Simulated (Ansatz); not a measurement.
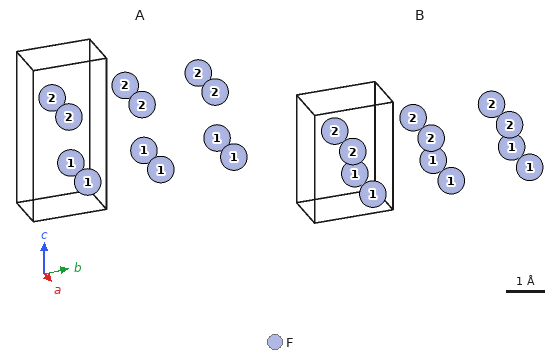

Two geometries of a crystal of F (a generated structure, set up in P6_3/mmc), drawn at one scale. One is the start of a relaxation, the other its converged end. Style: ball-and-stick. Shown: the cell of the calculation, reduced to other axes, repeated 2 × 3 × 1 with one cell outlined, slightly off an axis. Lengths and directions refer to the drawn axes.

The calculation used Ansatz 0.2.0, DFT, PAW plane waves, r2SCAN. (plane-wave cutoff 500 eV; k-point mesh 14 × 14 × 8; occupations gaussian; smearing width 0.022 eV; no spin polarisation; cell and atoms relaxed; at most 40 steps)

Which of the two is the end point?

Structure B is the relaxed one. The start is a swapped structure. The atoms keep their places relative to the cell (all moves are under 0.005 Å). The drawn cell changes as follows: a = b 2.557 → 2.743 Å (+7.3 %), c 4.126 → 2.941 Å (−28.7 %); the volume changes by −18.0 %. The space group stays P6_3/mmc (No. 194). The energy falls by 298 meV per atom in 10 accepted moves (13 points after the start). All forces vanish by symmetry, so only the cell relaxes. Pressure: −9.30 GPa at the start and 0.01 GPa at the end. The line search rejected the trial step at point 7 of the run. At 2 points the geometry stayed and the basis and grid were re-selected for the new cell (energy shift of 3.1 meV per atom at most each time).
